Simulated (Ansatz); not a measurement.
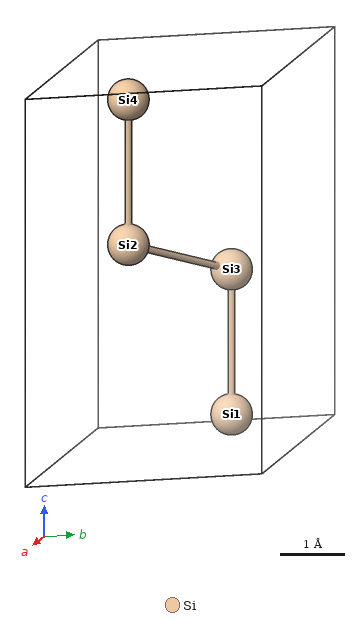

The input geometry (ball-and-stick view of the cell of the calculation, seen slightly off an axis; atoms are numbered from 1 in the order of the input). An atom can appear more than once, as a periodic image.

# Run report: Si, geometry relaxation

The run: geometry relaxation of Si (P6₃/mmc, 4 atoms in the cell). Method and program: DFT r2SCAN, scalar-relativistic, plane waves, PAW, no spin polarisation (Ansatz 0.2.0).

The structure derives from a Materials Project entry. It belongs to a series of runs on one base structure; here: relaxed at 1 GPa. Figures and captions count atoms from 1; the log counts them from 0 in places.

## Log
```
Engine: ansatz 0.2.0, aarch64-unknown-linux-gnu
Pseudopotentials: kind: paw
Pseudopotential: Si, paw, valence charge 4, recommended cutoff 500 eV (meta_gga), Si.paw.azcp
Functional definition: r2SCAN
  parameter k0 = 0.174
  parameter k1 = 0.065
  parameter a1 = 4.9479
  exchange = r2scan_x(k0 = k0, k1 = k1, a1 = a1)
  correlation = r2scan_c
Crystal: 4 atoms, lattice volume = 79.864 Å³
Basis set: ecut = 500 eV, 1997 PW (Γ), exchange–correlation on 120×120×192 points (64 copies of the dense FFT grid, shifted against one another)
Bands: 12, of which v1, the nominal top of the filled ones, is band 8 counted from 1 (7 counted from 0)
Symmetry: 24 space group operations
Space group: P63/mmc (ITA 194), of the structure as read, at distance tolerance 4.3e-5 Å
k-points: 76 of 864
Non-local potential: Si, projectors of the file, l = 0: 2, l = 1: 2, l = 2: 2
PAW form: soft (Blöchl's): semilocal exchange-correlation on the pseudo side does not see the compensation charge
PAW frozen core: Si, regenerated for the run's functional (the file was generated under x = pbe(κ = 0.804, μ = 0.2195149727645171), c = pbe(β = 0.06672455060314922))
PAW one-centre angular grid: Si, 302 points (default); XC on 160 Gauss nodes
Initial density: superposition of atomic densities (neutral atoms: chi_scale 0, normalization atom), corrected by the library's trained network
Initial wavefunctions: pseudopotential atomic-orbital guess
Functional: x = r2scan, c = r2scan; τ floored in thin density (d = 2e-4 eV/Å³)
SCF iter   1: F=—  HF=-2556.179854 eV  |F-HF|=—  |Δ(HF+E_count)|=         —  Δρ=3.60e-3  dr2=7.67e-3  dr2_τ=2.52e-2  ethr=1.77e-3  ⟨swp⟩=6.7  Hψ=6936  notcnv=0
preconditioner: auto → none  [insulator: Δε(μ)=0.553 eV  Ē_g=8.403 eV  σ=0.020 eV  W_gap=1.00  n_scr=10 (ndim 8)  ℏωp=16.6 eV  f_vac=0.000  D(μ)=0.00/eV (n_scr^D=0)  ε∞_Penn≈4.9]
SCF iter   2: F=—  HF=-2556.212482 eV  |F-HF|=—  |Δ(HF+E_count)|=   3.26e-2  Δρ=2.06e-3  dr2=2.29e-3  dr2_τ=1.12e-5  ethr=4.79e-5  ⟨swp⟩=2.1  Hψ=2442  notcnv=0
SCF iter   3: F=—  HF=-2556.212396 eV  |F-HF|=—  |Δ(HF+E_count)|=   8.60e-5  Δρ=2.31e-4  dr2=3.19e-5  dr2_τ=1.24e-6  ethr=1.43e-5  ⟨swp⟩=3.0  Hψ=1551  notcnv=0
SCF iter   4: F=—  HF=-2556.212409 eV  |F-HF|=—  |Δ(HF+E_count)|=   1.29e-5  Δρ=4.26e-5  dr2=5.64e-7  dr2_τ=1.33e-8  ethr=2.00e-7  ⟨swp⟩=2.5  Hψ=1539  notcnv=0
iter 5 did not close the SCF: its close was put off for the readings that it lacked (scf_convergence_deferred on its scf_iter line)
SCF iter   5: F=-2556.212410 eV  HF=-2556.212410 eV  |F-HF|=9.33e-8  |Δ(HF+E_count)|=   1.09e-6  Δρ=1.20e-5  dr2=4.34e-8  dr2_τ=1.06e-9  ethr=3.53e-9  ⟨swp⟩=2.3  Hψ=1522  notcnv=0
SCF iter   6: F=-2556.212410 eV  HF=-2556.212410 eV  |F-HF|=1.28e-9  |Δ(HF+E_count)|=   1.02e-7  Δρ=1.76e-6  dr2=1.34e-9  dr2_τ=2.11e-11  ethr=2.71e-10  ⟨swp⟩=6.0  Hψ=5417  notcnv=0
SCF 1 converged in 6 iterations: F = -2556.212410 eV  dr2 = 1.34e-9
  greatest PAW one-centre occupation: 0.644 electrons in one spin orbital (limit 2), on the Si atom at site 3 (counted from 0), in its partial waves of l = 0
relax step   1: F+E_penalty+E_count = -2556.21241017 eV  Δ(F+E_penalty+E_count) = +0.000e0 eV  max|allowed force component| = 1.738e-3 eV/Å  Δτ_max = 0.0000 Å  P = +0.970 GPa  Ω = 79.864 Å³  (6 SCF iters, dr2 threshold 1.00e-7 eV, accepted)
Initial density: handed on by an earlier stage of this run
Initial wavefunctions: pseudopotential atomic-orbital guess (no wavefunctions were taken with the density)
iter 1 solved again at ethr=4.40e-8 eV; its pass at ethr=3.10e-3 eV (dr2=7.04e-6 eV) is discarded
SCF iter   1: F=—  HF=-2556.212412 eV  |F-HF|=—  |Δ(HF+E_count)|=         —  Δρ=1.88e-6  dr2=1.55e-9  dr2_τ=2.15e-11  ethr=4.40e-8  ⟨swp⟩=3.1  Hψ=9669  notcnv=0
preconditioner: auto → none  [insulator: Δε(μ)=0.587 eV  Ē_g=8.393 eV  σ=0.020 eV  W_gap=1.00  n_scr=10 (ndim 8)  ℏωp=16.6 eV  f_vac=0.000  D(μ)=0.00/eV (n_scr^D=0)  ε∞_Penn≈4.9]
SCF iter   2: F=—  HF=-2556.212410 eV  |F-HF|=—  |Δ(HF+E_count)|=   1.91e-6  Δρ=8.86e-7  dr2=3.21e-10  dr2_τ=2.76e-12  ethr=9.70e-12  ⟨swp⟩=3.0  Hψ=1750  notcnv=0
SCF iter   3: F=-2556.212410 eV  HF=-2556.212410 eV  |F-HF|=2.73e-12  |Δ(HF+E_count)|=  3.43e-10  Δρ=1.46e-7  dr2=1.33e-11  dr2_τ=2.05e-13  ethr=1.00e-12  ⟨swp⟩=6.3  Hψ=4400  notcnv=0
SCF 2 converged in 3 iterations: F = -2556.212410 eV  dr2 = 1.33e-11
relax step   2: F+E_penalty+E_count = -2556.21241017 eV  Δ(F+E_penalty+E_count) = -1.755e-10 eV  max|allowed force component| = 1.738e-3 eV/Å  Δτ_max = 0.0000 Å  P = +0.970 GPa  Ω = 79.864 Å³  stress off target by 3.81e-2 GPa  SCF on the basis re-selected at this cell (its energy is not comparable with the rows above)  (3 SCF iters)
```

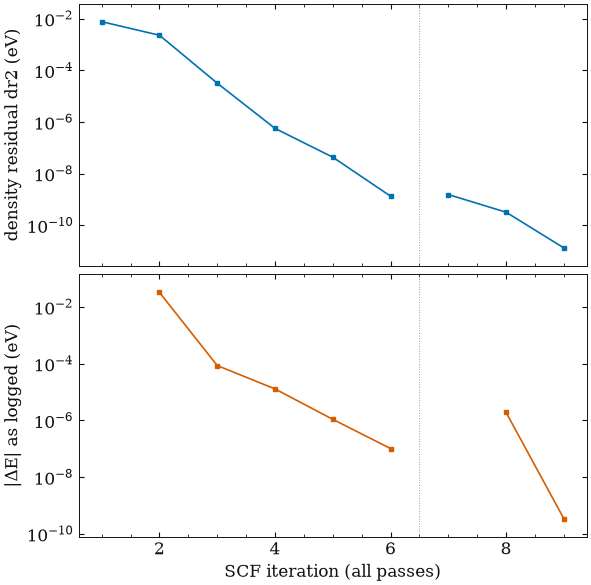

Convergence of the self-consistent field: density residual dr2 and size of the energy change against the SCF iteration. The dotted lines part the SCF passes of the relaxation: geometry steps, rejected trials and re-solves on a re-selected basis. The passes take 6 and 3 iterations.

```
basis re-selected at this cell: Δ(F+E_penalty+E_count) = -1.755e-10 eV, ΔP = +0.000 GPa vs the last step (what re-selecting the basis moved, of the pressure what is left beyond the Pulay correction that the steps carried, after the strain that the cell walked since its last selection, with what the two solves' SCF thresholds leave and, on support functions, any second-order correction that the steps lacked; it is no measure of the basis error at this ecutwfc). This SCF's stress stands 3.81e-2 GPa from its target on what of the cell is left free (relax.cell.stress_tol is 8.00e-2 GPa) and its largest allowed force component is 1.74e-3 eV/Å (relax.f_tol is 8.00e-3 eV/Å): within both
SCF converged after 3 iterations
Free energy (F): -2556.212410 eV
Harris-Foulkes:  -2556.212410 eV  (|F-HF|=2.73e-12)
Internal energy: -2556.212410 eV  (E = F + TS)
E sigma→0 (E₀):  -2556.212410 eV
Fermi energy:    6.753736 eV
--- Per-component energies (eV) ---
  E_band       = 14.086504
  E_kinetic    = 162.318031
  E_local      = -107.478497  (includes V_loc(G=0)·N_el)
  E_nonlocal   = 100.231967
  E_hartree    = 30.321059
  E_xc         = -206.323124
  E_vxc        = -199.387868  (∫ρ·V_xc dr)
  E_paw        = -2078.101889  (= ΣΔE_a)
  E_vpaw       = -10.038989  (= ΣTr[D̂ρ^β])
  E_aug_tail   = 0.000018  (compensation charges beyond the density's cutoff)
  E_vtau       = 7.799702  (kinetic-family band-sum trace: ∫τ·v_τ [+ j·A + Jᵃ·Aᵃ] dr)
  E_ewald      = -456.874242
  E_core_change = -0.305732  (= ΣΔE_core)
  E_smearing   = -0.000000  (= −TS)
  E_closure    = -0.000000  (closes the sum)
  Σ components = -2556.212410   (vs F -2556.212410, Δ=0.00e0)
--- Forces (eV/Å), atoms counted from 1 ---
  atom   1  Si    -0.00000000    -0.00000000     0.00173842
  atom   2  Si     0.00000000     0.00000000     0.00173842
  atom   3  Si    -0.00000000    -0.00000000    -0.00173842
  atom   4  Si     0.00000000     0.00000000    -0.00173842
  max |Σ_I F_I| component: 9.25e-18 eV/Å
--- Stress (GPa, compression-positive) ---
        0.961908       0.000000       0.000000
        0.000000       0.961908       0.000000
        0.000000       0.000000       0.986797
  P = ⅓ Tr σ = 0.9702 GPa (9.702 kbar)
--- Band table (eV; the first three rows and the last of 76) ---
  k-point 0: bands = ["-6.3858", "-3.9699", "-1.1236", "4.8392", "4.8392", "6.0735", "6.4604", "6.4604", "7.8516", "8.6117", "8.6117", "9.0017"]
  k-point 1: bands = ["-6.2909", "-4.3117", "-0.6034", "4.9135", "4.9135", "5.2017", "6.2817", "6.2817", "7.9432", "8.7719", "8.7719", "9.3214"]
  k-point 2: bands = ["-6.0091", "-4.9528", "0.5673", "3.6324", "5.1306", "5.1306", "5.8878", "5.8878", "8.2107", "9.1027", "9.1537", "9.1537"]
  k-point 75: bands = ["-2.7300", "-2.7300", "-1.3156", "-1.3156", "1.7272", "1.7272", "4.3166", "4.3166", "8.2809", "8.2809", "10.3241", "10.3241"]
--- Relaxed structure (1 steps of the walk, 1 accepted, 1 SCFs on fresh bases) ---
  F+E_penalty+E_count = -2556.21241017 eV   max|allowed force component| = 1.738e-3 eV/Å   (the final SCF, on the basis selected at the relaxed cell)
  cell:  # Å, volume = 79.8644 Å³
    - [3.8195122906924404, 2.886759043961021e-11, 0.0]
    - [-1.9097561453712202, 3.307794673792113, 0.0]
    - [0.0, 0.0, 6.3213044081]
  atoms:
    - { symbol: Si, position: [0.3333333333333333, 0.6666666666666666, 0.0630908785] }
    - { symbol: Si, position: [0.6666666666666667, 0.3333333333333333, 0.5630908785] }
    - { symbol: Si, position: [0.3333333333333333, 0.6666666666666666, 0.43690912150000005] }
    - { symbol: Si, position: [0.6666666666666667, 0.3333333333333333, 0.9369091215000002] }
```

## Trajectory as extended XYZ (Å, eV, eV/Å), 2 frames, from step=1 to step=2
```
4
Lattice="3.8195 0.0000 0.0000 -1.9098 3.3078 0.0000 0.0000 0.0000 6.3213" Properties=species:S:1:pos:R:3:forces:R:3 step=1 energy=-2556.21241 pressure_GPa=0.97
Si    0.0000    2.2052    0.3988    0.0000   0.0000   0.0017
Si    1.9098    1.1026    3.5595    0.0000   0.0000   0.0017
Si    0.0000    2.2052    2.7618    0.0000   0.0000  -0.0017
Si    1.9098    1.1026    5.9225    0.0000   0.0000  -0.0017
4
Lattice="3.8195 0.0000 0.0000 -1.9098 3.3078 0.0000 0.0000 0.0000 6.3213" Properties=species:S:1:pos:R:3:forces:R:3 step=2 energy=-2556.21241 pressure_GPa=0.97
Si    0.0000    2.2052    0.3988    0.0000   0.0000   0.0017
Si    1.9098    1.1026    3.5595    0.0000   0.0000   0.0017
Si    0.0000    2.2052    2.7618    0.0000   0.0000  -0.0017
Si    1.9098    1.1026    5.9225    0.0000   0.0000  -0.0017
```

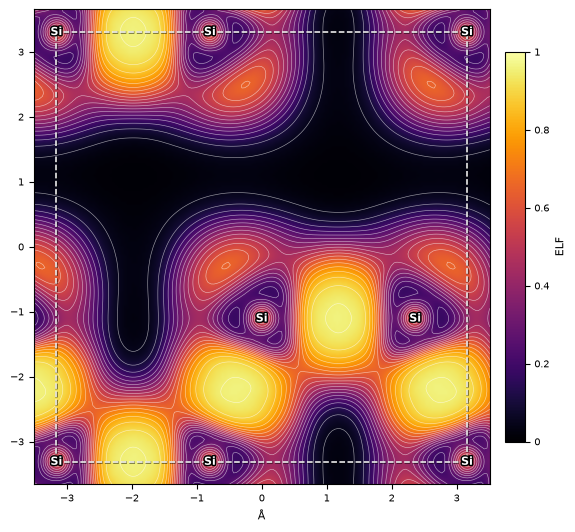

ELF on the (110) plane of the conventional cell. The section cuts through Si sites. Core electrons are frozen (PAW), so the fields are smoothed inside the atomic spheres.

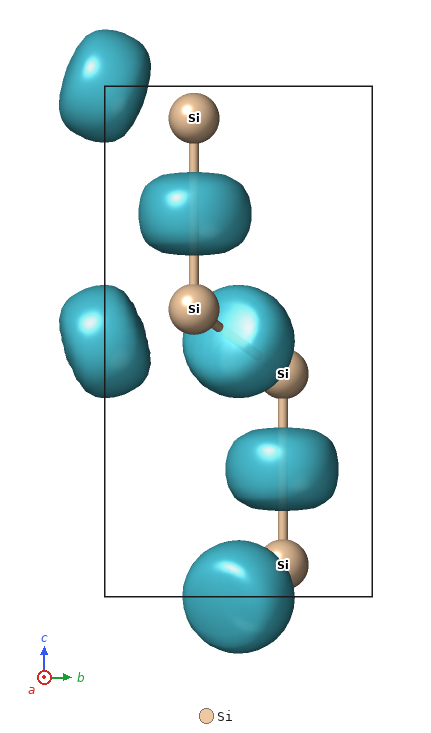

Isosurface of the electron localisation function at 0.8 (cyan), seen along the a axis. Core shells and regions of very low density are left out. Sticks mark near contacts. The outline is the cell set on symmetry axes. Values along the shortest contacts: Si–Si (2.34 Å): the ELF peaks at about 0.95 between the atoms, which marks a shared electron pair.

This output came from the following input.

## Input file
```yaml
crystal:
  lattice:
    - [3.8195122907, 0.0, 0.0]
    - [-1.9097561454, 3.3077946738, 0.0]
    - [0.0, 0.0, 6.3213044081]
  atoms:
    - { symbol: Si, position: [0.3333333333, 0.6666666667, 0.0630908785] }
    - { symbol: Si, position: [0.6666666667, 0.3333333333, 0.5630908785] }
    - { symbol: Si, position: [0.3333333333, 0.6666666667, 0.4369091215] }
    - { symbol: Si, position: [0.6666666667, 0.3333333333, 0.9369091215] }
basis:
  ecutwfc: 500
kpoints:
  mp_grid: { grid: [12, 12, 6] }
hamiltonian:
  xc: r2scan
scf:
  occupations: { method: gaussian, width: 0.02 }
output:
  forces: true
  stress: true
  eigenvalues: true
  write_density: true
  write_potential: true
  elf: true
  volumetric_format: npy
relax:
  adjacent_minimum: "off"
  f_tol: 0.008
  max_steps: 50
  cell: { stress_tol: 0.08, p_target: 1.0 }
```

Run as:
```bash
ansatz run input.yaml --threads 1 --pin off --max-ram 2560MiB --backend cpu --events-out ev --progress --plain --runs-dir out
```

## Summary

| quantity | value |
| --- | --- |
| outcome | converged |
| space group (tolerance 0.01 Å) | P6₃/mmc (194) |
| electrons treated | 16 |
| free energy | −2556.2124 eV |
| Fermi energy | 6.754 eV |
| gap on the k-point mesh | 0.59 eV |
| pressure | 0.97 GPa |
| final volume | 79.86 Å³ |
| largest force (length of the vector) at the end | 0.002 eV/Å |
| final cell | a = 3.820 Å, b = 3.820 Å, c = 6.321 Å, α = 90.00°, β = 90.00°, γ = 120.00° |
| hardware | 1 thread of Arm Neoverse V2, 24 GiB of memory available, shared host |
| wall time | 23 s |
| peak memory | 0.57 GiB |
